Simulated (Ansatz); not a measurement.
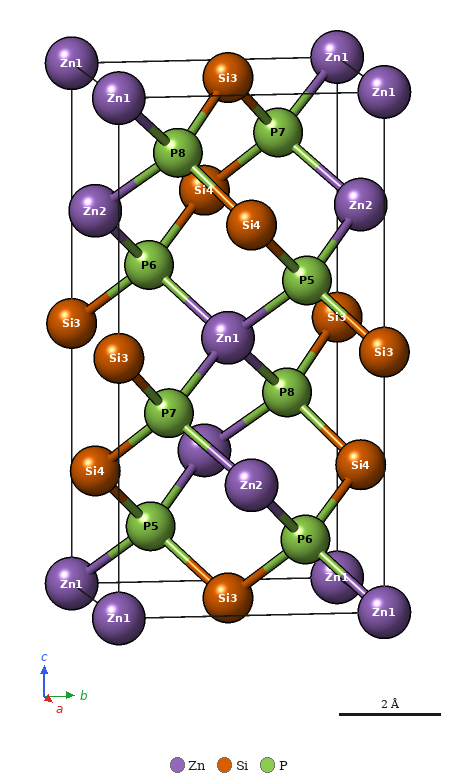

Fig. 1: The input geometry (ball-and-stick view of the cell 2 times as large as that of the calculation, set on its symmetry axes, seen slightly off an axis; atoms are numbered from 1 in the order of the input). An atom can appear more than once, as a periodic image. Near neighbours in the periodic cell (some may lie outside the picture): Zn has 4 P at 2.36 Å; Si has 4 P at 2.26 Å; P has 2 Si at 2.26 Å and 2 Zn at 2.36 Å.

# Run report: ZnSiP2, band-structure calculation

System: ZnSiP2 (I-42d, 8 atoms in the cell).
Method: DFT r2SCAN, scalar-relativistic, plane waves, PAW, no spin polarisation (Ansatz 0.2.0).

The structure derives from a Materials Project entry. Figures and captions count atoms from 1; the log counts them from 0 in places.

### Output
```
scf.n_extra_bands = 20 over 26 filled bands (N_el = 52.0): the run solves 46 bands
Engine: ansatz 0.2.0, x86_64-unknown-linux-gnu
Pseudopotentials: kind: paw
Pseudopotential: Zn, paw, valence charge 12, recommended cutoff 500 eV (meta_gga), Zn.paw.azcp
Pseudopotential: Si, paw, valence charge 4, recommended cutoff 500 eV (meta_gga), Si.paw.azcp
Pseudopotential: P, paw, valence charge 5, recommended cutoff 500 eV (meta_gga), P.paw.azcp
Functional definition: r2SCAN
  parameter k0 = 0.174
  parameter k1 = 0.065
  parameter a1 = 4.9479
  exchange = r2scan_x(k0 = k0, k1 = k1, a1 = a1)
  correlation = r2scan_c
Crystal: 8 atoms, lattice volume = 151.334 Å³
Basis set: ecut = 500 eV, 3819 PW (Γ), exchange–correlation on 192×192×192 points (64 copies of the dense FFT grid, shifted against one another)
Bands: 46, of which v1, the nominal top of the filled ones, is band 26 counted from 1 (25 counted from 0)
Symmetry: 8 space group operations
Space group: I-42d (ITA 122), of the structure as read, at distance tolerance 5.3e-5 Å
k-points: 59 of 512 (time reversal used)
Non-local potential: Zn, projectors of the file, l = 0: 2, l = 1: 2, l = 2: 3, l = 3: 1
Non-local potential: Si, projectors of the file, l = 0: 2, l = 1: 2, l = 2: 2
Non-local potential: P, projectors of the file, l = 0: 2, l = 1: 2, l = 2: 2
PAW form: soft (Blöchl's): semilocal exchange-correlation on the pseudo side does not see the compensation charge
PAW frozen core: Zn, regenerated for the run's functional (the file was generated under x = pbe(κ = 0.804, μ = 0.2195149727645171), c = pbe(β = 0.06672455060314922))
PAW frozen core: Si, regenerated for the run's functional (the file was generated under x = pbe(κ = 0.804, μ = 0.2195149727645171), c = pbe(β = 0.06672455060314922))
PAW frozen core: P, regenerated for the run's functional (the file was generated under x = pbe(κ = 0.804, μ = 0.2195149727645171), c = pbe(β = 0.06672455060314922))
PAW one-centre angular grid: Zn, 590 points (default); XC on 261 of its mesh's 2673 points in the sphere
PAW one-centre angular grid: Si, 302 points (default); XC on 160 Gauss nodes
PAW one-centre angular grid: P, 302 points (default); XC on 160 Gauss nodes
Initial density: superposition of atomic densities (neutral atoms: chi_scale 0, normalization atom), corrected by the library's trained network
Initial wavefunctions: pseudopotential atomic-orbital guess
Functional: x = r2scan, c = r2scan; τ floored in thin density (d = 2e-4 eV/Å³)
SCF iter   1: F=—  HF=-10969.341859 eV  |F-HF|=—  |Δ(HF+E_count)|=         —  Δρ=1.12e-2  dr2=1.33e-1  dr2_τ=4.63e-2  ethr=1.77e-3  ⟨swp⟩=8.7  Hψ=16458  notcnv=0  defer=140
preconditioner: auto → Resta (q_TF=auto, 2.283 Å⁻¹)  ε∞=3.9  [insulator: Δε(μ)=1.538 eV  Ē_g=12.680 eV  σ=0.020 eV  W_gap=1.00  n_scr=30 (ndim 8)  ℏωp=21.8 eV  f_vac=0.000  D(μ)=0.00/eV (n_scr^D=0)  ε∞_Penn≈3.9]
SCF iter   2: F=—  HF=-10969.373941 eV  |F-HF|=—  |Δ(HF+E_count)|=   3.21e-2  Δρ=2.91e-3  dr2=9.29e-3  dr2_τ=5.16e-4  ethr=2.56e-4  ⟨swp⟩=2.7  Hψ=4934  notcnv=0  defer=806
SCF iter   3: F=—  HF=-10969.366608 eV  |F-HF|=—  |Δ(HF+E_count)|=   7.33e-3  Δρ=2.43e-3  dr2=5.93e-3  dr2_τ=4.08e-5  ethr=1.79e-5  ⟨swp⟩=3.0  Hψ=3828  notcnv=0  defer=806
SCF iter   4: F=—  HF=-10969.365774 eV  |F-HF|=—  |Δ(HF+E_count)|=   8.34e-4  Δρ=4.39e-4  dr2=1.83e-4  dr2_τ=4.72e-6  ethr=1.14e-5  ⟨swp⟩=3.0  Hψ=3817  notcnv=0  defer=806
SCF iter   5: F=—  HF=-10969.365777 eV  |F-HF|=—  |Δ(HF+E_count)|=   3.14e-6  Δρ=1.21e-4  dr2=1.68e-5  dr2_τ=9.44e-7  ethr=3.52e-7  ⟨swp⟩=3.0  Hψ=3446  notcnv=0  defer=806
SCF iter   6: F=—  HF=-10969.365790 eV  |F-HF|=—  |Δ(HF+E_count)|=   1.31e-5  Δρ=2.21e-5  dr2=7.33e-7  dr2_τ=2.04e-8  ethr=3.24e-8  ⟨swp⟩=2.3  Hψ=3203  notcnv=0  defer=806
SCF iter   7: F=-10969.365790 eV  HF=-10969.365790 eV  |F-HF|=4.24e-8  |Δ(HF+E_count)|=   1.83e-7  Δρ=7.53e-6  dr2=5.74e-8  dr2_τ=6.01e-10  ethr=1.92e-10  ⟨swp⟩=18.0  Hψ=24186  notcnv=0
SCF 1 converged in 7 iterations: F = -10969.365790 eV  dr2 = 5.74e-8
  greatest PAW one-centre occupation: 0.981 electrons in one spin orbital (limit 2), on the Zn atom at site 0 (counted from 0), in its partial waves of l = 2
NSCF: frozen V_eff on 130 k-points
NSCF: frozen V_eff on 163 k-points
SCF converged after 7 iterations
Free energy (F): -10969.365790 eV
Harris-Foulkes:  -10969.365790 eV  (|F-HF|=4.24e-8)
Internal energy: -10969.365790 eV  (E = F + TS)
E sigma→0 (E₀):  -10969.365790 eV
Fermi energy:    7.483081 eV
--- Per-component energies (eV) ---
  E_band       = 35.643573
  E_kinetic    = 626.653201
  E_local      = -4497.596797  (includes V_loc(G=0)·N_el)
  E_nonlocal   = 1410.688071
  E_hartree    = 1895.728004
  E_xc         = -588.323038
  E_vxc        = -472.792936  (∫ρ·V_xc dr)
  E_paw        = -7035.026318  (= ΣΔE_a)
  E_vpaw       = -844.780347  (= ΣTr[D̂ρ^β])
  E_aug_tail   = -0.000085  (compensation charges beyond the density's cutoff)
  E_vtau       = 22.025849  (kinetic-family band-sum trace: ∫τ·v_τ [+ j·A + Jᵃ·Aᵃ] dr)
  E_ewald      = -2780.607357
  E_core_change = -0.881472  (= ΣΔE_core)
  E_smearing   = -0.000000  (= −TS)
  E_closure    = 0.000000  (closes the sum)
  Σ components = -10969.365790   (vs F -10969.365790, Δ=0.00e0)
--- Forces (eV/Å), atoms counted from 1 ---
  atom   1  Zn    -0.00000000     0.00000000    -0.00000000
  atom   2  Zn    -0.00000000    -0.00000000     0.00000000
  atom   3  Si     0.00000000    -0.00000000     0.00000000
  atom   4  Si     0.00000000     0.00000000     0.00000000
  atom   5  P     -0.00104727     0.00000000     0.00000000
  atom   6  P      0.00104727    -0.00000000    -0.00000000
  atom   7  P      0.00000000     0.00104727     0.00000000
  atom   8  P      0.00000000    -0.00104727    -0.00000000
  max |Σ_I F_I| component: 3.82e-17 eV/Å
--- Stress (GPa, compression-positive) ---
       -0.003127       0.000000       0.000000
        0.000000      -0.003127      -0.000000
        0.000000      -0.000000      -0.010192
  P = ⅓ Tr σ = -0.0055 GPa (-0.055 kbar)
--- Band table (eV; the first three rows and the last of 59) ---
  k-point 0: bands = ["-6.9340", "-3.8598", "-3.8509", "-3.8509", "-2.2255", "-0.2693", "-0.2008", "-0.2008", "-0.1896", "-0.0514", "-0.0367", "-0.0214", "0.0899", "0.0913", "0.0913", "0.2703", "1.8114", "2.1731", "2.1731", "2.5074", "3.0672", "4.2644", "4.2644", "6.5760", "6.5760", "6.7049", "8.2612", "8.8755", "9.8727", "10.3019", "10.3019", "10.4621", "11.8548", "11.8548", "12.3816", "12.7753", "12.8974", "13.8885", "13.9033", "13.9033", "16.2169", "16.2577", "17.6230", "18.0528", "18.0528", "18.4144"]
  k-point 1: bands = ["-6.8194", "-4.0953", "-3.9770", "-3.8650", "-2.0142", "-0.3447", "-0.2571", "-0.2042", "-0.1686", "-0.0913", "-0.0749", "-0.0027", "0.0376", "0.1088", "0.1374", "0.3667", "1.7067", "2.2710", "2.2727", "2.8475", "3.0938", "4.1518", "4.4734", "5.6977", "6.3033", "6.5291", "8.5886", "9.6903", "10.0221", "10.3138", "10.6294", "11.0445", "11.4228", "11.4751", "12.3503", "12.6354", "13.4570", "13.6394", "14.6665", "14.9276", "15.6903", "15.8417", "16.5627", "16.8489", "17.3339", "17.5568"]
  k-point 2: bands = ["-6.4926", "-4.5574", "-4.2299", "-3.9410", "-1.5928", "-0.5087", "-0.2502", "-0.2082", "-0.1373", "-0.1325", "-0.1250", "-0.0189", "0.0251", "0.0914", "0.1581", "0.2650", "1.4385", "2.0634", "3.0251", "3.2948", "3.6086", "4.1423", "4.6438", "5.0957", "5.5360", "6.3872", "9.0112", "9.9664", "10.1528", "10.8390", "11.0050", "11.1979", "11.8575", "11.9083", "12.0096", "12.7389", "13.6388", "13.6866", "14.5326", "14.9541", "15.4955", "15.5693", "15.8589", "16.0486", "16.4700", "16.9540"]
  k-point 58: bands = ["-5.9011", "-5.9011", "-3.8988", "-3.8988", "-0.8876", "-0.8876", "-0.2126", "-0.2126", "-0.1515", "-0.1515", "-0.0710", "-0.0710", "0.0250", "0.0250", "0.2808", "0.2808", "2.7250", "2.7250", "2.8972", "2.8972", "4.4745", "4.4745", "4.7477", "4.7477", "5.5323", "5.5323", "8.4793", "8.4793", "8.6841", "8.6841", "9.5588", "9.5588", "10.9501", "10.9501", "13.5704", "13.5704", "13.9669", "13.9669", "15.4424", "15.4424", "17.2617", "17.2617", "17.9400", "17.9400", "18.4077", "18.4077"]
--- Löwdin populations: 8 sites ---
  site symbol       q [e]
     0     Zn     10.7305
     1     Zn     10.7305
     2     Si      3.5896
     3     Si      3.5896
     4      P      5.6562
     5      P      5.6562
     6      P      5.6562
     7      P      5.6562
  spilling = 0.014138 (of n_electrons = 52.000000)
--- Bader charges: 8 sites ---
  site symbol  charge [e]  shift [e]
     0     Zn      0.6657     0.0012
     1     Zn      0.6657     0.0012
     2     Si      2.1329     0.0326
     3     Si      2.1329     0.0326
     4      P     -1.3993     0.0157
     5      P     -1.3993     0.0157
     6      P     -1.3993     0.0157
     7      P     -1.3993     0.0157
  estimated error of the sums over rays = 3.5e-4 e
```

### File bader_charges.tsv
```
# site	symbol	x_ang	y_ang	z_ang	partial_charge_e	electrons	volume_ang3	relative_density_drop	shared_charge_e	partial_wave_shift_e
# quadrature_error_electrons = 3.5e-4
0	Zn	0.0000	0.0000	0.0000	0.66568	29.33432	14.19	-	0.66568	0.00124
1	Zn	0.0000	2.6886	2.6169	0.66569	29.33431	14.19	-	0.66569	0.00124
2	Si	0.0000	0.0000	5.2338	2.13288	11.86712	8.72	-	2.13288	0.03259
3	Si	2.6886	0.0000	2.6169	2.13288	11.86712	8.72	-	2.13288	0.03259
4	P	1.4348	1.3443	1.3085	-1.39929	16.39929	26.38	-	-1.39929	0.01567
5	P	1.2538	1.3443	6.5423	-1.39930	16.39930	26.38	-	-1.39930	0.01567
6	P	1.3443	3.9424	-1.3085	-1.39927	16.39927	26.38	-	-1.39927	0.01567
7	P	1.3443	-1.2538	3.9254	-1.39927	16.39927	26.37	-	-1.39927	0.01567
```

### File populations.tsv
```
# site	symbol	l	j	q
# orbitals = lowdin
# n_electrons = 52.000000
# spilling = 0.014138
0	Zn	0_4S	-	0.775298
0	Zn	2_3D	-	9.955167
1	Zn	0_4S	-	0.775298
1	Zn	2_3D	-	9.955167
2	Si	0_3S	-	1.137017
2	Si	1_3P	-	2.452559
3	Si	0_3S	-	1.137017
3	Si	1_3P	-	2.452559
4	P	0_3S	-	1.536354
4	P	1_3P	-	4.119835
5	P	0_3S	-	1.536354
5	P	1_3P	-	4.119835
6	P	0_3S	-	1.536354
6	P	1_3P	-	4.119835
7	P	0_3S	-	1.536354
7	P	1_3P	-	4.119835
```

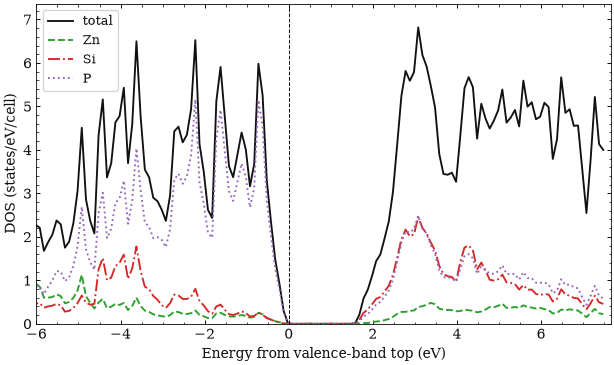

Fig. 2: Density of states (projected on Löwdin-orthogonalised atomic shells), with energies from the valence-band top. There is a gap of 1.56 eV on the k-point mesh.

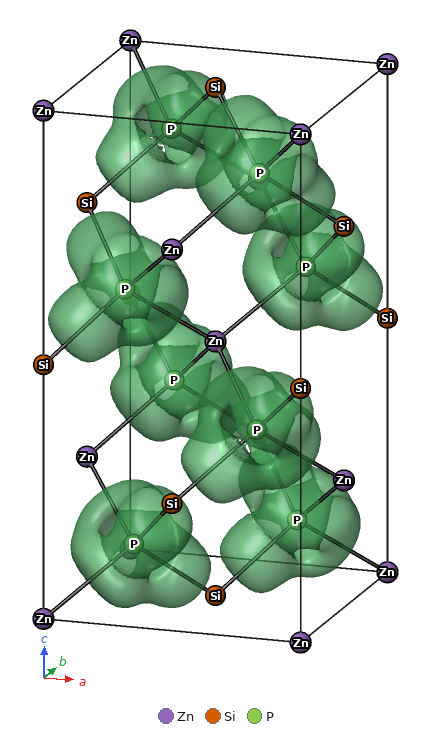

Fig. 3: Isosurface of the ELF at 0.7 (green), seen at an oblique angle. Core shells and regions of very low density are left out. Sticks mark near contacts. The outline is the cell set on symmetry axes. Values along the shortest contacts: Si–P (2.26 Å): the ELF peaks at about 0.95 between the atoms, which marks localised, shared-pair bonding. Zn–P (2.36 Å): the ELF is about 0.65 at the midpoint. The fields are those of the smooth PAW valence density.

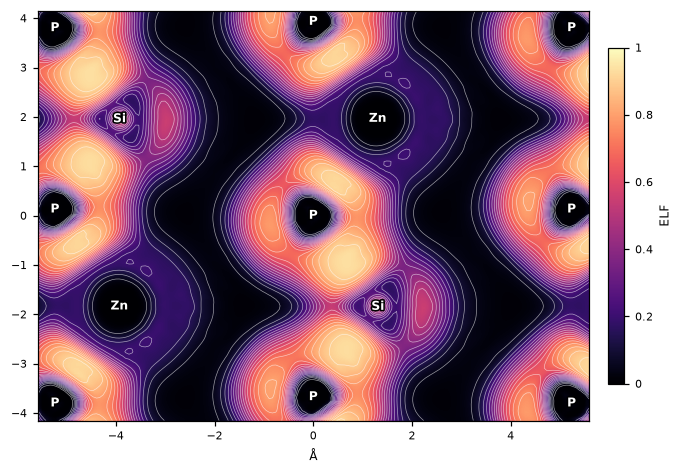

Fig. 4: ELF on the (110) plane of the conventional cell. Zn–P (2.36 Å): the ELF is about 0.65 at the midpoint.

The run was set up as follows.

### The input
```yaml
crystal:
  lattice:
    - [-2.6886150929, 2.6886150929, 5.2338202184]
    - [2.6886150929, -2.6886150929, 5.2338202184]
    - [2.6886150929, 2.6886150929, -5.2338202184]
  atoms:
    - { symbol: Zn, position: [0.0, 0.0, 0.0] }
    - { symbol: Zn, position: [0.75, 0.25, 0.5] }
    - { symbol: Si, position: [0.5, 0.5, 0.0] }
    - { symbol: Si, position: [0.25, 0.75, 0.5] }
    - { symbol: P, position: [0.375, 0.3918353839, 0.5168353839] }
    - { symbol: P, position: [0.875, 0.8581646161, 0.4831646161] }
    - { symbol: P, position: [0.6081646161, 0.125, 0.9831646161] }
    - { symbol: P, position: [0.1418353839, 0.625, 0.0168353839] }
basis:
  ecutwfc: 500
kpoints:
  mp_grid: { grid: [8, 8, 8] }
  band_path:
    path:
      - [[0.0, 0.0, 0.0], [0.0, 0.0, 0.5], [0.25, 0.25, 0.25], [0.0, 0.5, 0.0], [0.0, 0.0, 0.0], [0.5, 0.5, -0.5], [0.315972, 0.684028, -0.315972]]
      - [[-0.315972, 0.315972, 0.315972], [0.0, 0.0, 0.0]]
      - [[0.0, 0.0, 0.5], [-0.13194401, 0.13194401, 0.5]]
      - [[0.5, 0.5, -0.13194401], [0.5, 0.5, -0.5]]
    npoints: 14
hamiltonian:
  xc: r2scan
scf:
  occupations: { method: gaussian, width: 0.02 }
  n_extra_bands: 20
output:
  forces: true
  stress: true
  eigenvalues: true
  populations: true
  dos: { projected: true, de: 0.02, nscf_kmesh: { grid: [12, 12, 12] } }
  bader: true
  write_density: true
  write_potential: true
  elf: true
  volumetric_format: npy
```

Run as:
```bash
ansatz run input.yaml --threads 2 --pin off --max-ram 5120MiB --backend cpu --events-out ev --progress --plain --runs-dir out
```

### Results in brief

```json
{"quantity": "outcome", "value": "converged"}
{"quantity": "space group (tolerance 0.01 Å)", "value": "I-42d (122)"}
{"quantity": "electrons treated", "value": "52"}
{"quantity": "free energy", "value": "−10969.3658 eV"}
{"quantity": "Fermi energy", "value": "7.483 eV"}
{"quantity": "gap on the k-point mesh", "value": "1.56 eV"}
{"quantity": "gap on the band path", "value": "1.56 eV"}
{"quantity": "pressure", "value": "−0.01 GPa"}
{"quantity": "largest force (length of the vector)", "value": "0.001 eV/Å"}
{"quantity": "hardware", "value": "2 threads of Intel Xeon (Sapphire Rapids), 192 GiB of memory available, shared host"}
{"quantity": "wall time", "value": "3.4 min (CPU time 6.6 min)"}
{"quantity": "peak memory", "value": "1.4 GiB"}
```
